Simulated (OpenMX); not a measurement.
# A series of single points on TiAl

System: TiAl (Pm-3m, 2 atoms in the cell).
Method: Kohn-Sham DFT of a periodic cell, PBE, OpenMX 2013 PBE set, no spin polarisation (OpenMX 3.8.5).

The 7 runs differ only in the geometry, by an even scaling of the cell at fixed fractional positions. The structure derives from a Materials Project entry.

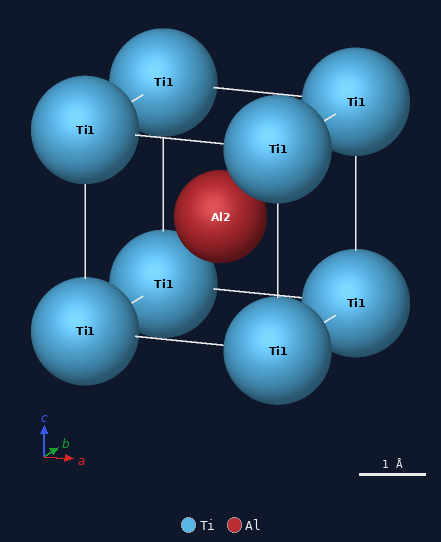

Figure 1. The structure of run 4 (spheres-only view of the cell of the calculation, seen slightly off an axis; atoms are numbered from 1 in the order of the input).

## Input of run 4
```
System.CurrrentDirectory             ./
System.Name                          TiAl
DATA.PATH                            ./DFT_DATA13
level.of.stdout                      1
level.of.fileout                     0
Species.Number                       2
<Definition.of.Atomic.Species
  Ti  Ti7.0-s3p2d1           Ti_PBE13
  Al  Al7.0-s2p2d1           Al_PBE13
Definition.of.Atomic.Species>

Atoms.Number                         2
Atoms.SpeciesAndCoordinates.Unit     FRAC
<Atoms.SpeciesAndCoordinates
    1  Ti    0.0000000000    0.0000000000    0.0000000000   6.000  6.000
    2  Al    0.5000000000    0.5000000000    0.5000000000   1.500  1.500
Atoms.SpeciesAndCoordinates>

Atoms.UnitVectors.Unit               Ang
<Atoms.UnitVectors
     3.1790640000    0.0000000000    0.0000000000
     0.0000000000    3.1790640000    0.0000000000
     0.0000000000    0.0000000000    3.1790640000
Atoms.UnitVectors>

scf.XcType                           GGA-PBE
scf.SpinPolarization                 off
scf.ElectronicTemperature            580.226
scf.energycutoff                     350.0
scf.maxIter                          100
scf.EigenvalueSolver                 band
scf.Kgrid                            9 9 9
scf.Mixing.Type                      rmm-diisk
scf.Init.Mixing.Weight               0.05
scf.Min.Mixing.Weight                0.001
scf.Max.Mixing.Weight                0.3
scf.Mixing.History                   25
scf.Mixing.StartPulay                8
scf.criterion                        1.0e-8
scf.stress.tensor                    on
MD.Type                              nomd
```

Command:
```bash
openmx TiAl.dat -nt 1 > TiAl.std
```

Run 6 has the same physical settings and fractional positions; its lattice vectors (Å) are:
```
   3.220899    0.000000    0.000000
   0.000000    3.220899    0.000000
   0.000000    0.000000    3.220899
```

## Results, with one run withheld

| run | volume per atom (Å³) | free energy per atom, from the lowest run given (meV) |
| --- | --- | --- |
| 1 | 15.101 | 24.07 |
| 2 | 15.422 | 10.73 |
| 3 | 15.743 | 2.92 |
| 4 | 16.065 | 0.00 |
| 5 | 16.386 | 2.03 |
| 6 | 16.707 | ? |
| 7 | 17.028 | 18.68 |

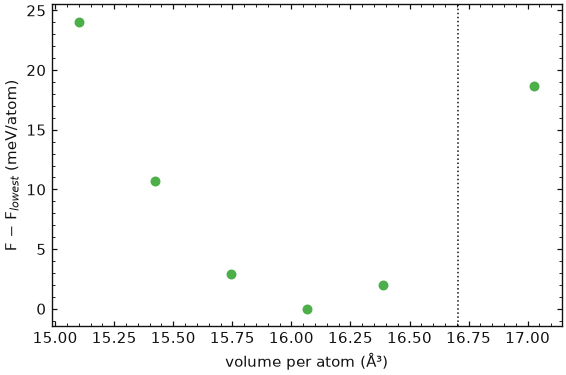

Figure 2. Free energy per atom of the runs given; the dotted line marks run 6.

Fit the runs given and predict run 6.

A cubic polynomial in V^(−2/3) (the Birch–Murnaghan form), fitted to the 6 runs given, misses them by at most 0.07 meV per atom. With x = V^(−2/3) − 0.15791 Å⁻², it reads F = 0.59977 + 1080.1 x + 5.3096e+05 x² − 2.2964e+06 x³ (meV per atom). At run 6 it gives 8.30 meV per atom, and the run itself gives 8.50. The fit has its minimum at 16.090 Å³ per atom, where V d²F/dV² gives 117 GPa: the bulk modulus at this level, since symmetry fixes the shape and the positions.

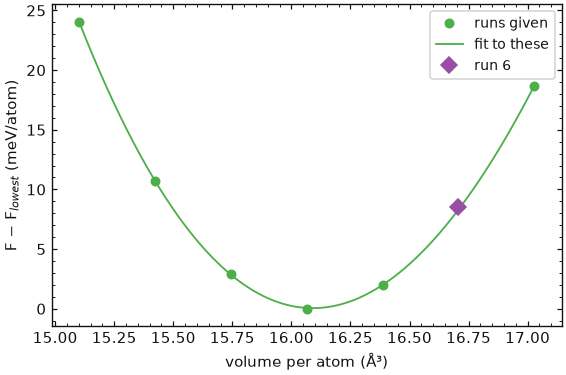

Figure 3. The fit and the withheld run.

## Some lines of the output (run 6)
```
[...]
  Cell_Volume =    225.490193808133 (Bohr^3)
        Total energy (Hartree) at MD = 1
   kloop=0
   kloop=1
   kloop=364
```

Notes: With a small basis of atomic orbitals these values can differ much from converged plane-wave results.
